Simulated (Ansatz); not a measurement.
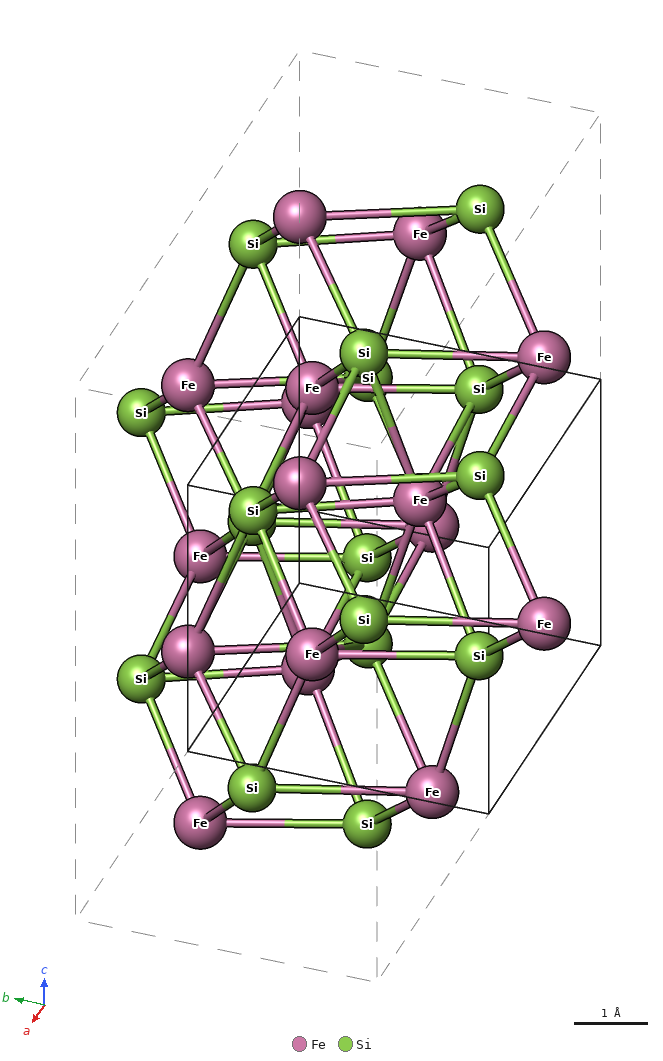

The crystal in a ball-and-stick representation, seen from a general direction. A 2×1×2 array of cells is drawn; the conventional unit cell has the solid edges.

FeSi, space group P2_13 (No. 198), a = 4.40 Å, b = 4.40 Å, c = 4.40 Å, α = 90.00°, β = 90.00°, γ = 90.00°.

Method: Ansatz 0.2.0, DFT, PBE, plane waves, PAW; a basis cut at 420 eV, Brillouin-zone sampling on a 6×6×6 mesh, Fermi-Dirac smearing of 0.02 eV, no spin polarisation (a spin-restricted run, not always the ground state).

Question: How large a gap does the method give, if there is one?

Answer: A semiconductor at this level, with a gap of 0.18 eV, direct.

Question: What is the pressure at this volume?

Answer: The computed pressure is 7.3 GPa (compressed: it would expand).

The initial geometry was a structure listed in the Materials Project. Earlier steps of the study may have refined or changed the cell and positions. It went into a calculation with Ansatz.

At this level of theory the cell isn't at rest (compressed, at 7 GPa), so its distances can differ from those at equilibrium, the more so the softer the solid.
